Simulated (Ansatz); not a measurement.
# BP: geometry relaxation (part 2 of 7)

BP (14 atoms in the cell); DFT PBE, scalar-relativistic, plane waves, PAW, spin-polarised (Ansatz 0.2.0); cutoff 420 eV, 1×1×1 k-mesh, Gaussian smearing of 0.05 eV, collinear spins. The structure derives from an entry of the Crystallography Open Database. The run did not end well. It belongs to a series of runs on one base structure; here: cluster of 14 atoms cut as a sphere about cell point 3/8, atoms shaken. The run did not end well; see the last part.

Geometry of the input (Å; fractional positions):
```
14.2000  0.0000  0.0000
0.0000  14.5000  0.0000
0.0000  0.0000  14.8000
B  0.3893  0.3708  0.3734
P  0.4555  0.4481  0.3122
P  0.4691  0.4651  0.6130
B  0.3780  0.5457  0.5284
B  0.7097  0.5318  0.5245
P  0.4572  0.3037  0.4569
P  0.4641  0.6206  0.4583
B  0.5509  0.3808  0.5310
B  0.5461  0.6973  0.5419
P  0.3108  0.4598  0.4650
P  0.6262  0.4588  0.4631
B  0.5444  0.5285  0.3933
B  0.5375  0.5348  0.6930
P  0.6138  0.6289  0.6174
```

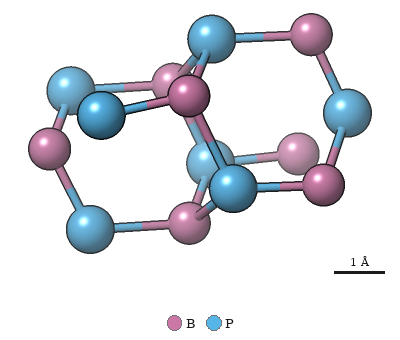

Fig. 1: The structure as given in the input (ball-and-stick view of the molecule without its box, seen at a tilt). An atom can appear more than once, as a periodic image.

The program's output, continued:
```
SCF iter   1: F=—  HF=-6365.038351 eV  |F-HF|=—  |Δ(HF+E_count)|=         —  Δρ=1.02e-2 (↑7.77e-3 ↓1.02e-2)  dr2=1.55e1  dr2_m=2.54e-1  M=2.014 μB ∫|m|=2.039 μB  β_m=0.30  ethr=3.10e-3  ⟨swp⟩=13.5  Hψ=661  notcnv=0  defer=2
preconditioner: auto → Resta (q_TF=auto, 1.402 Å⁻¹)  ε∞=1.5  [insulator: Δε(μ)=0.151 eV  Ē_g=6.780 eV  σ=0.050 eV  W_gap=0.97  n_scr=146 (ndim 8)  ℏωp=4.6 eV  f_vac=0.818  D(μ)=3.29/eV (n_scr^D=4)  ε∞_Penn≈1.5  vacuum switching on, ρ_ref=3.3e-3 e/Å³]
spin=Collinear: Resta preconditioning applied to the charge; magnetization (m = ρ↑ − ρ↓) channel mixes plain (no charge-response kernel on spin).
SCF iter   2: F=—  HF=-6362.665096 eV  |F-HF|=—  |Δ(HF+E_count)|=    2.37e0  Δρ=6.90e-3 (↑6.44e-3 ↓6.90e-3)  dr2=1.42e1  dr2_m=1.51e-1  M=1.988 μB ∫|m|=2.010 μB  β_m=0.30  ethr=3.10e-3  ⟨swp⟩=4.0  Hψ=248  notcnv=0  defer=16
preconditioner: auto → none  [metal: Δε(μ)=0.026 eV  Ē_g=7.170 eV  σ=0.050 eV  W_gap=0.29  n_scr=146 (ndim 8)  ℏωp=4.8 eV  f_vac=0.823  D(μ)=21.71/eV (n_scr^D=80)]
SCF iter   3: F=—  HF=-6364.570085 eV  |F-HF|=—  |Δ(HF+E_count)|=    1.90e0  Δρ=7.07e-3 (↑6.88e-3 ↓7.07e-3)  dr2=3.68e1  dr2_m=9.20e-2  M=2.000 μB ∫|m|=2.017 μB  β_m=0.30  ethr=3.10e-3  ⟨swp⟩=4.0  Hψ=219  notcnv=0  defer=16
SCF iter   4: F=—  HF=-6361.657970 eV  |F-HF|=—  |Δ(HF+E_count)|=    2.91e0  Δρ=3.61e-3 (↑3.34e-3 ↓3.61e-3)  dr2=3.42e0  dr2_m=6.50e-2  M=1.317 μB ∫|m|=1.373 μB  β_m=0.30  ethr=3.10e-3  ⟨swp⟩=3.5  Hψ=211  notcnv=0  defer=16
SCF iter   5: F=—  HF=-6361.431483 eV  |F-HF|=—  |Δ(HF+E_count)|=   2.26e-1  Δρ=2.81e-3 (↑1.94e-3 ↓2.81e-3)  dr2=1.82e0  dr2_m=4.93e-2  M=1.783 μB ∫|m|=1.832 μB  β_m=0.30  ethr=3.10e-3  ⟨swp⟩=3.0  Hψ=131  notcnv=0  defer=16
SCF iter   6: F=—  HF=-6361.340349 eV  |F-HF|=—  |Δ(HF+E_count)|=   9.11e-2  Δρ=1.55e-3 (↑1.55e-3 ↓1.40e-3)  dr2=3.85e-1  dr2_m=2.92e-2  M=1.056 μB ∫|m|=1.148 μB  β_m=0.30  ethr=3.10e-3  ⟨swp⟩=2.0  Hψ=111  notcnv=0  defer=14
SCF iter   7: F=—  HF=-6361.333518 eV  |F-HF|=—  |Δ(HF+E_count)|=   6.83e-3  Δρ=1.03e-3 (↑1.03e-3 ↓8.88e-4)  dr2=1.40e-1  dr2_m=1.53e-2  M=1.153 μB ∫|m|=1.245 μB  β_m=0.30  ethr=6.87e-4  ⟨swp⟩=3.0  Hψ=123  notcnv=0  defer=14
SCF iter   8: F=—  HF=-6361.342569 eV  |F-HF|=—  |Δ(HF+E_count)|=   9.05e-3  Δρ=8.89e-4 (↑6.86e-4 ↓8.89e-4)  dr2=1.14e-1  dr2_m=1.08e-2  M=1.414 μB ∫|m|=1.493 μB  β_m=0.30  ethr=2.49e-4  ⟨swp⟩=3.5  Hψ=131  notcnv=0  defer=14
SCF iter   9: F=—  HF=-6361.342613 eV  |F-HF|=—  |Δ(HF+E_count)|=   4.43e-5  Δρ=5.53e-4 (↑5.22e-4 ↓5.53e-4)  dr2=2.29e-2  dr2_m=6.70e-3  M=1.352 μB ∫|m|=1.446 μB  β_m=0.30  ethr=2.04e-4  ⟨swp⟩=1.5  Hψ=77  notcnv=0  defer=14
SCF iter  10: F=—  HF=-6361.348401 eV  |F-HF|=—  |Δ(HF+E_count)|=   5.79e-3  Δρ=6.16e-4 (↑3.78e-4 ↓6.16e-4)  dr2=1.95e-2  dr2_m=6.06e-3  M=1.444 μB ∫|m|=1.545 μB  β_m=0.30  ethr=4.09e-5  ⟨swp⟩=1.5  Hψ=91  notcnv=0  defer=14
SCF iter  11: F=—  HF=-6361.353153 eV  |F-HF|=—  |Δ(HF+E_count)|=   4.75e-3  Δρ=3.97e-4 (↑3.97e-4 ↓3.58e-4)  dr2=8.30e-3  dr2_m=3.57e-3  M=1.374 μB ∫|m|=1.496 μB  β_m=0.30  ethr=3.48e-5  ⟨swp⟩=1.5  Hψ=94  notcnv=0  defer=14
SCF iter  12: F=—  HF=-6361.356473 eV  |F-HF|=—  |Δ(HF+E_count)|=   3.32e-3  Δρ=4.57e-4 (↑3.38e-4 ↓4.57e-4)  dr2=5.46e-3  dr2_m=4.07e-3  M=1.489 μB ∫|m|=1.615 μB  β_m=0.30  ethr=1.48e-5  ⟨swp⟩=2.5  Hψ=119  notcnv=0  defer=14
SCF iter  13: F=—  HF=-6361.360203 eV  |F-HF|=—  |Δ(HF+E_count)|=   3.73e-3  Δρ=3.30e-4 (↑3.18e-4 ↓3.30e-4)  dr2=1.62e-3  dr2_m=2.84e-3  M=1.474 μB ∫|m|=1.620 μB  β_m=0.30  ethr=9.76e-6  ⟨swp⟩=2.5  Hψ=125  notcnv=0  defer=14
SCF iter  14: F=—  HF=-6361.363217 eV  |F-HF|=—  |Δ(HF+E_count)|=   3.01e-3  Δρ=3.31e-4 (↑3.06e-4 ↓3.31e-4)  dr2=4.33e-4  dr2_m=2.79e-3  M=1.529 μB ∫|m|=1.689 μB  β_m=0.30  ethr=2.90e-6  ⟨swp⟩=3.0  Hψ=126  notcnv=0  defer=14
SCF iter  15: F=—  HF=-6361.366664 eV  |F-HF|=—  |Δ(HF+E_count)|=   3.45e-3  Δρ=4.48e-4 (↑3.22e-4 ↓4.48e-4)  dr2=5.84e-3  dr2_m=3.82e-3  M=1.641 μB ∫|m|=1.809 μB  β_m=0.30  ethr=7.74e-7  ⟨swp⟩=2.0  Hψ=136  notcnv=0  defer=14
SCF iter  16: F=—  HF=-6361.369965 eV  |F-HF|=—  |Δ(HF+E_count)|=   3.30e-3  Δρ=3.33e-4 (↑3.07e-4 ↓3.33e-4)  dr2=4.69e-4  dr2_m=2.81e-3  M=1.654 μB ∫|m|=1.843 μB  β_m=0.30  ethr=7.74e-7  ⟨swp⟩=2.5  Hψ=135  notcnv=0  defer=14
Mixer restart at iter 16: flushing history
spin-set hold released at iteration 16 (site moments' squared step at or under half its running peak, from the soft ceiling on): the magnetisation degrees of freedom join the quasi-Newton model from the next iteration; the mixer history was flushed
SCF iter  17: F=—  HF=-6361.373214 eV  |F-HF|=—  |Δ(HF+E_count)|=   3.25e-3  Δρ=3.61e-4 (↑3.14e-4 ↓3.61e-4)  dr2=1.18e-3  dr2_m=3.04e-3  M=1.722 μB ∫|m|=1.926 μB  β_m=0.65  ethr=7.74e-7  ⟨swp⟩=2.0  Hψ=132  notcnv=0  defer=14
SCF iter  18: F=—  HF=-6361.380544 eV  |F-HF|=—  |Δ(HF+E_count)|=   7.33e-3  Δρ=4.00e-4 (↑3.18e-4 ↓4.00e-4)  dr2=6.12e-3  dr2_m=3.19e-3  M=1.849 μB ∫|m|=2.088 μB  β_m=0.82  ethr=7.74e-7  ⟨swp⟩=3.5  Hψ=169  notcnv=0  defer=14
SCF iter  19: F=—  HF=-6361.388295 eV  |F-HF|=—  |Δ(HF+E_count)|=   7.75e-3  Δρ=3.50e-4 (↑3.50e-4 ↓2.19e-4)  dr2=1.79e-2  dr2_m=1.65e-3  M=1.881 μB ∫|m|=2.171 μB  β_m=0.24  ethr=7.74e-7  ⟨swp⟩=3.5  Hψ=174  notcnv=0  defer=14
SCF iter  20: F=—  HF=-6361.391465 eV  |F-HF|=—  |Δ(HF+E_count)|=   3.17e-3  Δρ=3.42e-4 (↑2.58e-4 ↓3.42e-4)  dr2=1.00e-2  dr2_m=2.09e-3  M=1.961 μB ∫|m|=2.284 μB  β_m=0.12  ethr=7.74e-7  ⟨swp⟩=3.5  Hψ=183  notcnv=0  defer=14
SCF iter  21: F=—  HF=-6361.395870 eV  |F-HF|=—  |Δ(HF+E_count)|=   4.40e-3  Δρ=2.26e-4 (↑1.87e-4 ↓2.26e-4)  dr2=1.53e-3  dr2_m=1.10e-3  M=1.982 μB ∫|m|=2.361 μB  β_m=0.20  ethr=7.74e-7  ⟨swp⟩=3.0  Hψ=148  notcnv=0  defer=14
SCF iter  22: F=—  HF=-6361.401140 eV  |F-HF|=—  |Δ(HF+E_count)|=   5.27e-3  Δρ=2.16e-4 (↑2.16e-4 ↓2.09e-4)  dr2=3.25e-3  dr2_m=9.24e-4  M=1.999 μB ∫|m|=2.523 μB  β_m=0.31  ethr=7.74e-7  ⟨swp⟩=3.5  Hψ=203  notcnv=0  defer=14
SCF iter  23: F=—  HF=-6361.401131 eV  |F-HF|=—  |Δ(HF+E_count)|=   9.13e-6  Δρ=2.80e-4 (↑2.69e-4 ↓2.80e-4)  dr2=4.91e-3  dr2_m=1.60e-3  M=2.000 μB ∫|m|=2.621 μB  β_m=0.66  ethr=7.74e-7  ⟨swp⟩=3.5  Hψ=163  notcnv=0  defer=14
SCF iter  24: F=—  HF=-6361.403842 eV  |F-HF|=—  |Δ(HF+E_count)|=   2.71e-3  Δρ=1.82e-4 (↑1.37e-4 ↓1.82e-4)  dr2=5.55e-3  dr2_m=4.82e-4  M=1.998 μB ∫|m|=2.571 μB  β_m=0.57  ethr=7.74e-7  ⟨swp⟩=3.5  Hψ=176  notcnv=0  defer=14
SCF iter  25: F=—  HF=-6361.406043 eV  |F-HF|=—  |Δ(HF+E_count)|=   2.20e-3  Δρ=1.63e-4 (↑1.43e-4 ↓1.63e-4)  dr2=7.69e-3  dr2_m=3.17e-4  M=1.999 μB ∫|m|=2.649 μB  β_m=0.41  ethr=7.74e-7  ⟨swp⟩=3.0  Hψ=157  notcnv=0  defer=14
SCF iter  26: F=—  HF=-6361.406784 eV  |F-HF|=—  |Δ(HF+E_count)|=   7.41e-4  Δρ=1.13e-4 (↑1.13e-4 ↓9.03e-5)  dr2=9.60e-4  dr2_m=2.32e-4  M=2.000 μB ∫|m|=2.744 μB  β_m=0.42  ethr=7.74e-7  ⟨swp⟩=3.0  Hψ=144  notcnv=0  defer=14
SCF iter  27: F=—  HF=-6361.407535 eV  |F-HF|=—  |Δ(HF+E_count)|=   7.51e-4  Δρ=1.05e-4 (↑1.05e-4 ↓7.57e-5)  dr2=1.49e-3  dr2_m=1.63e-4  M=2.000 μB ∫|m|=2.786 μB  β_m=0.34  ethr=7.74e-7  ⟨swp⟩=2.0  Hψ=127  notcnv=0  defer=14
SCF iter  28: F=—  HF=-6361.408149 eV  |F-HF|=—  |Δ(HF+E_count)|=   6.14e-4  Δρ=6.63e-5 (↑6.34e-5 ↓6.63e-5)  dr2=2.08e-4  dr2_m=1.03e-4  M=2.000 μB ∫|m|=2.843 μB  β_m=0.35  ethr=7.74e-7  ⟨swp⟩=2.0  Hψ=140  notcnv=0  defer=14
SCF iter  29: F=—  HF=-6361.408689 eV  |F-HF|=—  |Δ(HF+E_count)|=   5.40e-4  Δρ=4.48e-5 (↑4.48e-5 ↓4.32e-5)  dr2=1.50e-4  dr2_m=4.39e-5  M=2.000 μB ∫|m|=2.900 μB  β_m=0.33  ethr=3.72e-7  ⟨swp⟩=3.0  Hψ=155  notcnv=0  defer=14
SCF iter  30: F=—  HF=-6361.408840 eV  |F-HF|=—  |Δ(HF+E_count)|=   1.51e-4  Δρ=4.30e-5 (↑4.30e-5 ↓3.93e-5)  dr2=3.39e-4  dr2_m=3.19e-5  M=2.000 μB ∫|m|=2.923 μB  β_m=0.27  ethr=2.68e-7  ⟨swp⟩=2.0  Hψ=131  notcnv=0  defer=14
SCF iter  31: F=—  HF=-6361.408903 eV  |F-HF|=—  |Δ(HF+E_count)|=   6.32e-5  Δρ=3.24e-5 (↑3.24e-5 ↓3.09e-5)  dr2=6.63e-5  dr2_m=2.32e-5  M=2.000 μB ∫|m|=2.957 μB  β_m=0.31  ethr=2.68e-7  ⟨swp⟩=2.0  Hψ=151  notcnv=0  defer=14
SCF iter  32: F=—  HF=-6361.408956 eV  |F-HF|=—  |Δ(HF+E_count)|=   5.33e-5  Δρ=2.63e-5 (↑2.42e-5 ↓2.63e-5)  dr2=1.50e-4  dr2_m=1.23e-5  M=2.000 μB ∫|m|=2.948 μB  β_m=0.24  ethr=1.18e-7  ⟨swp⟩=2.0  Hψ=129  notcnv=0  defer=14
iter 33 did not close the SCF: its close was put off for a magnetic moment that had not settled (scf_convergence_deferred on its scf_iter line)
SCF iter  33: F=-6361.408976 eV  HF=-6361.408958 eV  |F-HF|=1.76e-5  |Δ(HF+E_count)|=   1.71e-6  Δρ=2.19e-5 (↑2.14e-5 ↓2.19e-5)  dr2=1.10e-5  dr2_m=1.19e-5  M=2.000 μB ∫|m|=2.963 μB  β_m=0.29  ethr=4.02e-8  ⟨swp⟩=37.0  Hψ=1229  notcnv=0
iter 34 did not close the SCF: its close was put off for a magnetic moment that had not settled (scf_convergence_deferred on its scf_iter line)
SCF iter  34: F=-6361.408987 eV  HF=-6361.408989 eV  |F-HF|=1.43e-6  |Δ(HF+E_count)|=   3.06e-5  Δρ=1.85e-5 (↑1.85e-5 ↓1.36e-5)  dr2=1.69e-5  dr2_m=6.46e-6  M=2.000 μB ∫|m|=2.961 μB  β_m=0.27  ethr=1.96e-8  ⟨swp⟩=14.5  Hψ=806  notcnv=0
iter 35 did not close the SCF: its close was put off for a magnetic moment that had not settled (scf_convergence_deferred on its scf_iter line)
SCF iter  35: F=-6361.409006 eV  HF=-6361.408999 eV  |F-HF|=7.38e-6  |Δ(HF+E_count)|=   9.76e-6  Δρ=1.53e-5 (↑1.31e-5 ↓1.53e-5)  dr2=4.11e-6  dr2_m=5.42e-6  M=2.000 μB ∫|m|=2.964 μB  β_m=0.30  ethr=1.96e-8  ⟨swp⟩=14.0  Hψ=782  notcnv=0
iter 36 did not close the SCF: its close was put off for a magnetic moment that had not settled (scf_convergence_deferred on its scf_iter line)
SCF iter  36: F=-6361.409018 eV  HF=-6361.409013 eV  |F-HF|=5.24e-6  |Δ(HF+E_count)|=   1.43e-5  Δρ=1.29e-5 (↑1.29e-5 ↓1.14e-5)  dr2=3.11e-6  dr2_m=3.90e-6  M=2.000 μB ∫|m|=2.961 μB  β_m=0.44  ethr=7.35e-9  ⟨swp⟩=14.0  Hψ=774  notcnv=0
iter 37 did not close the SCF: its close was put off for a magnetic moment that had not settled (scf_convergence_deferred on its scf_iter line)
SCF iter  37: F=-6361.409017 eV  HF=-6361.409025 eV  |F-HF|=7.37e-6  |Δ(HF+E_count)|=   1.17e-5  Δρ=1.43e-5 (↑9.36e-6 ↓1.43e-5)  dr2=1.53e-5  dr2_m=3.35e-6  M=2.000 μB ∫|m|=2.959 μB  β_m=0.28  ethr=5.55e-9  ⟨swp⟩=13.5  Hψ=772  notcnv=0  recentre
iter 38 did not close the SCF: its close was put off for a magnetic moment that had not settled (scf_convergence_deferred on its scf_iter line)
SCF iter  38: F=-6361.409032 eV  HF=-6361.409029 eV  |F-HF|=3.12e-6  |Δ(HF+E_count)|=   4.68e-6  Δρ=1.10e-5 (↑1.10e-5 ↓1.04e-5)  dr2=3.07e-6  dr2_m=3.02e-6  M=2.000 μB ∫|m|=2.957 μB  β_m=0.42  ethr=5.55e-9  ⟨swp⟩=12.5  Hψ=705  notcnv=0
iter 39 did not close the SCF: its close was put off for a magnetic moment that had not settled (scf_convergence_deferred on its scf_iter line)
SCF iter  39: F=-6361.409046 eV  HF=-6361.409042 eV  |F-HF|=4.10e-6  |Δ(HF+E_count)|=   1.30e-5  Δρ=1.14e-5 (↑1.14e-5 ↓1.12e-5)  dr2=2.88e-6  dr2_m=3.39e-6  M=2.000 μB ∫|m|=2.953 μB  β_m=0.71  ethr=5.48e-9  ⟨swp⟩=13.0  Hψ=771  notcnv=0
iter 40 did not close the SCF: its close was put off for a magnetic moment that had not settled (scf_convergence_deferred on its scf_iter line)
SCF iter  40: F=-6361.409061 eV  HF=-6361.409057 eV  |F-HF|=3.77e-6  |Δ(HF+E_count)|=   1.51e-5  Δρ=1.15e-5 (↑1.15e-5 ↓1.11e-5)  dr2=3.41e-6  dr2_m=3.33e-6  M=2.000 μB ∫|m|=2.951 μB  β_m=0.86  ethr=5.15e-9  ⟨swp⟩=14.0  Hψ=778  notcnv=0
iter 41 did not close the SCF: its close was put off for a magnetic moment that had not settled (scf_convergence_deferred on its scf_iter line)
SCF iter  41: F=-6361.409066 eV  HF=-6361.409070 eV  |F-HF|=4.67e-6  |Δ(HF+E_count)|=   1.29e-5  Δρ=1.23e-5 (↑1.18e-5 ↓1.23e-5)  dr2=1.25e-5  dr2_m=3.44e-6  M=2.000 μB ∫|m|=2.950 μB  β_m=0.91  ethr=5.15e-9  ⟨swp⟩=13.5  Hψ=792  notcnv=0  recentre
iter 42 did not close the SCF: its close was put off for a magnetic moment that had not settled (scf_convergence_deferred on its scf_iter line)
SCF iter  42: F=-6361.409071 eV  HF=-6361.409082 eV  |F-HF|=1.02e-5  |Δ(HF+E_count)|=   1.14e-5  Δρ=1.24e-5 (↑1.24e-5 ↓1.23e-5)  dr2=1.87e-5  dr2_m=3.57e-6  M=2.000 μB ∫|m|=2.949 μB  β_m=0.15  ethr=5.15e-9  ⟨swp⟩=13.0  Hψ=797  notcnv=0
iter 43 did not close the SCF: its close was put off for a magnetic moment that had not settled (scf_convergence_deferred on its scf_iter line)
SCF iter  43: F=-6361.409101 eV  HF=-6361.409096 eV  |F-HF|=4.85e-6  |Δ(HF+E_count)|=   1.40e-5  Δρ=1.23e-5 (↑1.23e-5 ↓1.17e-5)  dr2=2.93e-6  dr2_m=3.89e-6  M=2.000 μB ∫|m|=2.947 μB  β_m=0.64  ethr=5.15e-9  ⟨swp⟩=14.0  Hψ=776  notcnv=0
iter 44 did not close the SCF: its close was put off for a magnetic moment that had not settled (scf_convergence_deferred on its scf_iter line)
SCF iter  44: F=-6361.409140 eV  HF=-6361.409133 eV  |F-HF|=6.73e-6  |Δ(HF+E_count)|=   3.75e-5  Δρ=1.42e-5 (↑1.42e-5 ↓1.23e-5)  dr2=2.68e-6  dr2_m=4.76e-6  M=2.000 μB ∫|m|=2.944 μB  β_m=0.82  ethr=5.15e-9  ⟨swp⟩=14.5  Hψ=818  notcnv=0
iter 45 did not close the SCF: its close was put off for a magnetic moment that had not settled (scf_convergence_deferred on its scf_iter line)
SCF iter  45: F=-6361.409156 eV  HF=-6361.409149 eV  |F-HF|=7.31e-6  |Δ(HF+E_count)|=   1.57e-5  Δρ=1.34e-5 (↑1.32e-5 ↓1.34e-5)  dr2=2.09e-6  dr2_m=4.79e-6  M=2.000 μB ∫|m|=2.943 μB  β_m=0.80  ethr=4.79e-9  ⟨swp⟩=14.0  Hψ=776  notcnv=0
iter 46 did not close the SCF: its close was put off for a magnetic moment that had not settled (scf_convergence_deferred on its scf_iter line)
SCF iter  46: F=-6361.409122 eV  HF=-6361.409116 eV  |F-HF|=6.12e-6  |Δ(HF+E_count)|=   3.30e-5  Δρ=1.30e-5 (↑1.30e-5 ↓1.21e-5)  dr2=2.29e-6  dr2_m=4.31e-6  M=2.000 μB ∫|m|=2.946 μB  β_m=0.95  ethr=3.73e-9  ⟨swp⟩=14.0  Hψ=804  notcnv=0
iter 47 did not close the SCF: its close was put off for a magnetic moment that had not settled (scf_convergence_deferred on its scf_iter line)
SCF iter  47: F=-6361.409113 eV  HF=-6361.409109 eV  |F-HF|=4.80e-6  |Δ(HF+E_count)|=   7.42e-6  Δρ=1.37e-5 (↑1.37e-5 ↓1.12e-5)  dr2=3.54e-6  dr2_m=4.23e-6  M=2.000 μB ∫|m|=2.947 μB  β_m=0.98  ethr=3.73e-9  ⟨swp⟩=10.5  Hψ=628  notcnv=0
iter 48 did not close the SCF: its close was put off for a magnetic moment that had not settled (scf_convergence_deferred on its scf_iter line)
SCF iter  48: F=-6361.409129 eV  HF=-6361.409129 eV  |F-HF|=6.04e-8  |Δ(HF+E_count)|=   2.06e-5  Δρ=1.41e-5 (↑1.41e-5 ↓1.23e-5)  dr2=9.44e-6  dr2_m=4.48e-6  M=2.000 μB ∫|m|=2.945 μB  β_m=0.08  ethr=3.73e-9  ⟨swp⟩=13.0  Hψ=770  notcnv=0
iter 49 did not close the SCF: its close was put off for a magnetic moment that had not settled (scf_convergence_deferred on its scf_iter line)
SCF iter  49: F=-6361.409149 eV  HF=-6361.409142 eV  |F-HF|=7.33e-6  |Δ(HF+E_count)|=   1.30e-5  Δρ=1.42e-5 (↑1.42e-5 ↓1.21e-5)  dr2=1.95e-6  dr2_m=4.76e-6  M=2.000 μB ∫|m|=2.944 μB  β_m=0.67  ethr=3.73e-9  ⟨swp⟩=13.5  Hψ=757  notcnv=0
iter 50 did not close the SCF: its close was put off for a magnetic moment that had not settled (scf_convergence_deferred on its scf_iter line)
SCF iter  50: F=-6361.409157 eV  HF=-6361.409150 eV  |F-HF|=7.25e-6  |Δ(HF+E_count)|=   7.47e-6  Δρ=1.45e-5 (↑1.45e-5 ↓1.26e-5)  dr2=2.46e-6  dr2_m=5.01e-6  M=2.000 μB ∫|m|=2.943 μB  β_m=0.83  ethr=3.48e-9  ⟨swp⟩=9.0  Hψ=614  notcnv=0
iter 51 did not close the SCF: its close was put off for a magnetic moment that had not settled (scf_convergence_deferred on its scf_iter line)
SCF iter  51: F=-6361.409120 eV  HF=-6361.409118 eV  |F-HF|=1.94e-6  |Δ(HF+E_count)|=   3.12e-5  Δρ=1.36e-5 (↑1.36e-5 ↓1.20e-5)  dr2=6.90e-6  dr2_m=4.26e-6  M=2.000 μB ∫|m|=2.946 μB  β_m=0.05  ethr=3.48e-9  ⟨swp⟩=13.5  Hψ=796  notcnv=0
iter 52 did not close the SCF: its close was put off for a magnetic moment that had not settled (scf_convergence_deferred on its scf_iter line)
SCF iter  52: F=-6361.409137 eV  HF=-6361.409129 eV  |F-HF|=8.18e-6  |Δ(HF+E_count)|=   1.05e-5  Δρ=1.31e-5 (↑1.31e-5 ↓1.22e-5)  dr2=2.98e-7  dr2_m=4.42e-6  M=2.000 μB ∫|m|=2.945 μB  β_m=0.96  ethr=3.48e-9  ⟨swp⟩=12.0  Hψ=739  notcnv=0
iter 53 did not close the SCF: its close was put off for a magnetic moment that had not settled (scf_convergence_deferred on its scf_iter line)
```
